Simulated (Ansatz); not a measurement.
# From Hg to Cd

System: Hg (Fm-3m, 1 atom in the cell).
Method of run A: DFT PBE+D3(BJ), scalar-relativistic, plane waves, PAW, no spin polarisation (Ansatz 0.2.0).
System of run B: Cd (Fm-3m, 1 atom in the cell).

On run A: The structure derives from a Materials Project entry. On run B: The structure was made by swapping elements on the sites of another compound; it need not be a known phase. It belongs to a series of runs on one base structure; here: Hg -> Cd on all its sites, cell and atoms relaxed. Text and figures count atoms from 1; the logs count them from 0 in places.

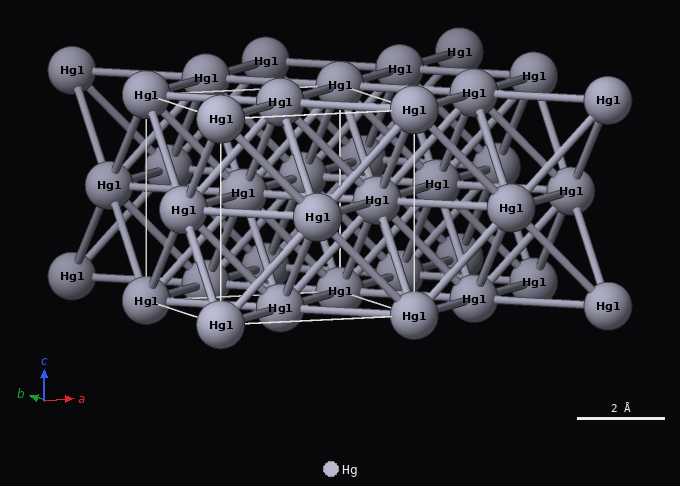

**Figure 1.** The input geometry (ball-and-stick view of the cell 4 times as large as that of the calculation, set on its symmetry axes, repeated 2 × 2 × 1, seen slightly off an axis; atoms are numbered from 1 in the order of the input).

### The input, run A
```yaml
crystal:
  lattice:
    - [0.0, 2.3919113801, 2.3919113801]
    - [2.3919113801, 0.0, 2.3919113801]
    - [2.3919113801, 2.3919113801, 0.0]
  atoms:
    - { symbol: Hg, position: [0.0, 0.0, 0.0] }
basis:
  ecutwfc: 420
kpoints:
  mp_grid: { grid: [6, 6, 6] }
hamiltonian:
  xc: pbe
  dispersion: d3bj
scf:
  occupations: { method: gaussian, width: 0.1 }
output:
  forces: true
  stress: true
  eigenvalues: true
```

Launched with:
```bash
ansatz run input.yaml --threads 1 --pin off --max-ram 2560MiB --backend cpu --events-out ev --progress --plain --runs-dir out
```

Hardware: 1 thread of Intel Xeon (Granite Rapids), 128 GiB of memory available, shared host.

### Output, shortened to warnings, some set-up lines, iterations and results (run A)
```
Basis set: ecut = 420 eV, 531 PW (Γ), exchange–correlation on 48×48×48 points (8 copies of the dense FFT grid, shifted against one another)
Symmetry: 48 space group operations
k-points: 16 of 216
Initial density: superposition of atomic densities (neutral atoms: chi_scale 0, normalization atom), corrected by the library's trained network
[...]
SCF iter   1: F=—  HF=-13813.821071 eV  |F-HF|=—  |Δ(HF+E_count)|=         —  Δρ=1.90e-3  dr2=7.53e-4  ethr=1.77e-3  ⟨swp⟩=5.0  Hψ=1146  notcnv=0
SCF iter   2: F=—  HF=-13813.821466 eV  |F-HF|=—  |Δ(HF+E_count)|=   3.95e-4  Δρ=9.62e-4  dr2=1.18e-4  ethr=3.77e-6  ⟨swp⟩=2.2  Hψ=442  notcnv=0
SCF iter   3: F=—  HF=-13813.821515 eV  |F-HF|=—  |Δ(HF+E_count)|=   4.81e-5  Δρ=3.53e-4  dr2=3.30e-5  ethr=5.90e-7  ⟨swp⟩=2.1  Hψ=358  notcnv=0
SCF iter   4: F=—  HF=-13813.821500 eV  |F-HF|=—  |Δ(HF+E_count)|=   1.44e-5  Δρ=3.76e-5  dr2=1.44e-7  ethr=1.65e-7  ⟨swp⟩=2.3  Hψ=312  notcnv=0
SCF iter   5: F=-13813.821500 eV  HF=-13813.821500 eV  |F-HF|=5.35e-9  |Δ(HF+E_count)|=   9.45e-8  Δρ=4.83e-6  dr2=5.98e-9  ethr=7.20e-10  ⟨swp⟩=2.2  Hψ=335  notcnv=0
SCF iter   6: F=-13813.821500 eV  HF=-13813.821500 eV  |F-HF|=5.46e-12  |Δ(HF+E_count)|=   1.64e-9  Δρ=4.21e-7  dr2=2.65e-11  ethr=2.99e-11  ⟨swp⟩=1.6  Hψ=675  notcnv=0
SCF 1 converged in 6 iterations: F = -13813.821500 eV  dr2 = 2.65e-11
SCF converged after 6 iterations
Free energy (F): -13813.821500 eV
Harris-Foulkes:  -13813.821500 eV  (|F-HF|=5.46e-12)
Internal energy: -13813.818455 eV  (E = F + TS)
E sigma→0 (E₀):  -13813.819978 eV
Entropy (-TS):   -0.003045 eV (-3.045 meV/atom)
Fermi energy:    12.021153 eV
--- Per-component energies (eV) ---
  E_band       = -433.676203
  E_kinetic    = 604.889939
  E_local      = -2724.745916  (includes V_loc(G=0)·N_el)
  E_nonlocal   = 72.627095
  E_hartree    = 1159.991678
  E_xc         = -220.538116
  E_vxc        = -262.336164  (∫ρ·V_xc dr)
  E_paw        = -9945.509224  (= ΣΔE_a)
  E_vpaw       = -444.095656  (= ΣTr[D̂ρ^β])
  E_aug_tail   = 0.000921  (compensation charges beyond the density's cutoff)
  E_ewald      = -2760.151943
  E_disp       = -0.382889  (pairwise vdW)
  E_smearing   = -0.003045  (= −TS)
  E_closure    = 0.000000  (closes the sum)
  Σ components = -13813.821500   (vs F -13813.821500, Δ=0.00e0)
--- Forces (eV/Å), atoms counted from 1 ---
  atom   1  Hg    -0.00000000    -0.00000000    -0.00000000
  max |Σ_I F_I| component: 1.56e-31 eV/Å
--- Stress (GPa, compression-positive) ---
       -0.885943      -0.000000       0.000000
       -0.000000      -0.885943       0.000000
        0.000000       0.000000      -0.885943
  P = ⅓ Tr σ = -0.8859 GPa (-8.859 kbar)
```

The input of run B differs as follows (lines with − go, lines with + come):
```diff
-    - [0.0, 2.3919113801, 2.3919113801]
-    - [2.3919113801, 0.0, 2.3919113801]
-    - [2.3919113801, 2.3919113801, 0.0]
+    - [0.0, 2.4574913326, 2.4574913326]
+    - [2.4574913326, 0.0, 2.4574913326]
+    - [2.4574913326, 2.4574913326, 0.0]
-    - { symbol: Hg, position: [0.0, 0.0, 0.0] }
+    - { symbol: Cd, position: [0.0, 0.0, 0.0] }
```

Predict how the results change.

The total energies belong to different systems, so their difference says nothing on which is more stable or more accurate. The pressure goes from −0.89 to −5.62 GPa. The volume per atom goes from 27.37 to 29.68 Å³. The number of SCF iterations is the same. The plane waves at Γ go from 531 to 561.

### Output, shortened to warnings, some set-up lines, iterations and results (run B)
```
Basis set: ecut = 420 eV, 561 PW (Γ), exchange–correlation on 48×48×48 points (8 copies of the dense FFT grid, shifted against one another)
Symmetry: 48 space group operations
k-points: 16 of 216
Initial density: superposition of atomic densities (neutral atoms: chi_scale 0, normalization atom), corrected by the library's trained network
[...]
SCF iter   1: F=—  HF=-8254.591746 eV  |F-HF|=—  |Δ(HF+E_count)|=         —  Δρ=8.73e-4  dr2=3.22e-4  ethr=1.77e-3  ⟨swp⟩=5.4  Hψ=1140  notcnv=0
SCF iter   2: F=—  HF=-8254.591962 eV  |F-HF|=—  |Δ(HF+E_count)|=   2.16e-4  Δρ=5.25e-4  dr2=6.74e-5  ethr=1.61e-6  ⟨swp⟩=2.1  Hψ=442  notcnv=0
SCF iter   3: F=—  HF=-8254.592004 eV  |F-HF|=—  |Δ(HF+E_count)|=   4.20e-5  Δρ=2.20e-4  dr2=1.47e-5  ethr=3.37e-7  ⟨swp⟩=2.4  Hψ=349  notcnv=0
SCF iter   4: F=-8254.592003 eV  HF=-8254.592003 eV  |F-HF|=7.02e-9  |Δ(HF+E_count)|=   9.09e-7  Δρ=2.10e-5  dr2=8.86e-8  ethr=7.37e-8  ⟨swp⟩=2.0  Hψ=320  notcnv=0
SCF iter   5: F=-8254.592003 eV  HF=-8254.592003 eV  |F-HF|=3.42e-9  |Δ(HF+E_count)|=   1.23e-8  Δρ=3.92e-6  dr2=4.74e-9  ethr=4.43e-10  ⟨swp⟩=2.3  Hψ=344  notcnv=0
SCF iter   6: F=-8254.592003 eV  HF=-8254.592003 eV  |F-HF|=9.09e-12  |Δ(HF+E_count)|=  8.53e-10  Δρ=3.30e-7  dr2=2.67e-11  ethr=2.37e-11  ⟨swp⟩=1.4  Hψ=739  notcnv=0
SCF 1 converged in 6 iterations: F = -8254.592003 eV  dr2 = 2.67e-11
SCF converged after 6 iterations
Free energy (F): -8254.592003 eV
Harris-Foulkes:  -8254.592003 eV  (|F-HF|=9.09e-12)
Internal energy: -8254.586094 eV  (E = F + TS)
E sigma→0 (E₀):  -8254.589048 eV
Entropy (-TS):   -0.005909 eV (-5.909 meV/atom)
Fermi energy:    9.791456 eV
--- Per-component energies (eV) ---
  E_band       = -485.431583
  E_kinetic    = 503.955982
  E_local      = -3429.166378  (includes V_loc(G=0)·N_el)
  E_nonlocal   = 32.300045
  E_hartree    = 1583.952195
  E_xc         = -175.911664
  E_vxc        = -220.444601  (∫ρ·V_xc dr)
  E_paw        = -4082.897559  (= ΣΔE_a)
  E_vpaw       = -539.980846  (= ΣTr[D̂ρ^β])
  E_aug_tail   = 0.000013  (compensation charges beyond the density's cutoff)
  E_ewald      = -2686.495271
  E_disp       = -0.323456  (pairwise vdW)
  E_smearing   = -0.005909  (= −TS)
  E_closure    = 0.000000  (closes the sum)
  Σ components = -8254.592003   (vs F -8254.592003, Δ=0.00e0)
--- Forces (eV/Å), atoms counted from 1 ---
  atom   1  Cd    -0.00000000     0.00000000     0.00000000
  max |Σ_I F_I| component: 3.08e-32 eV/Å
--- Stress (GPa, compression-positive) ---
       -5.621087      -0.000000      -0.000000
       -0.000000      -5.621087       0.000000
        0.000000       0.000000      -5.621087
  P = ⅓ Tr σ = -5.6211 GPa (-56.211 kbar)
```

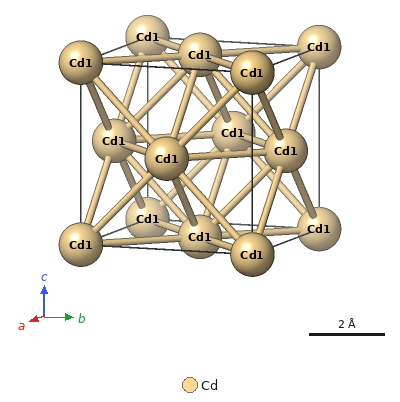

**Figure 2.** The input structure of run B (ball-and-stick view of the cell 4 times as large as that of the calculation, set on its symmetry axes, seen slightly off an axis; atoms are numbered from 1 in the order of the input).

### The two runs side by side

```tsv
quantity	run A	run B
outcome	converged	converged
free energy per atom (eV)	−13813.8215	−8254.5920
energy per atom, smearing taken to zero (eV)	−13813.8200	−8254.5890
gap on the mesh (eV)	0.00	0.00
pressure (GPa)	−0.89	−5.62
volume per atom (Å³)	27.37	29.68
largest force (eV/Å)	0.000	0.000
SCF iterations	6	6
irreducible k-points	16	16
plane waves at Γ	531	561
```

For run A: Spin–orbit coupling is left out, which matters for Hg. For run B: The cell is under a tension of 5.6 GPa at this level, so it is not at its equilibrium volume.
